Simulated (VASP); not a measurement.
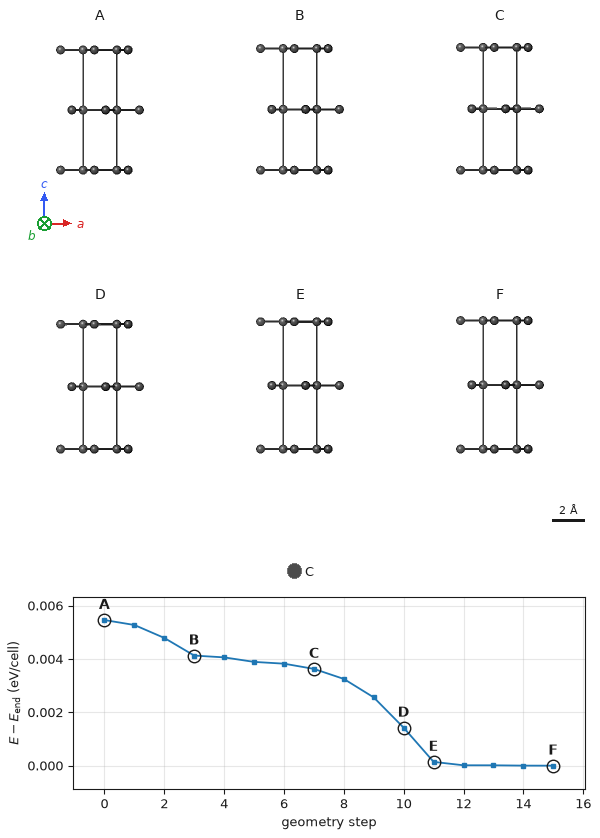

Frames of a relaxation of a crystal of C (set up in P6_3mc), marked on the history of the run. The picture is a ball-and-stick view of the cell of the calculation, seen along the b axis.

The run lets cell and atoms move.

Level of theory: VASP, Kohn-Sham DFT of a periodic cell, PBE, VASP PAW PBE potentials, recommended.

Input file:
```
SYSTEM = C
PREC = Accurate
ENCUT = 520
EDIFF = 1E-7
ISMEAR = 0
SIGMA = 0.1
LREAL = .False.
LASPH = .True.
NELM = 120
ALGO = Normal
ISIF = 3
LWAVE = .False.
LCHARG = .False.
GGA = PE
IBRION = 2
NSW = 60
EDIFFG = -0.005
POTIM = 0.3
KPAR = 2
```

Command:
```bash
cat potpaw_PBE.64/C/POTCAR > POTCAR
mpirun -np 2 vasp_std > vasp.out
```

What happens along the run?

Answer. No atom moves by more than 0.005 Å relative to the cell. The drawn cell changes as follows: a = b unchanged at 2.468 Å, c 7.606 → 8.130 Å (+6.9 %); the volume changes by +6.9 %. The space group stays P6_3/mmc (No. 194). Over 15 geometry steps the energy falls by 5.5 meV per cell of the calculation. The largest force component goes from 0.0085 to 0.0027 eV/Å. Pressure: 0.21 GPa at the start and 0.01 GPa at the end. From step 0 to 3: volume +1.1 %, energy −1.3 meV per cell of the calculation. From step 3 to 7: volume +0.9 %, energy −0.5 meV per cell of the calculation. From step 7 to 10: volume +1.8 %, energy −2.2 meV per cell of the calculation. From step 10 to 11: volume +2.0 %, energy −1.3 meV per cell of the calculation. From step 11 to 15: volume +0.8 %, energy −0.1 meV per cell of the calculation.
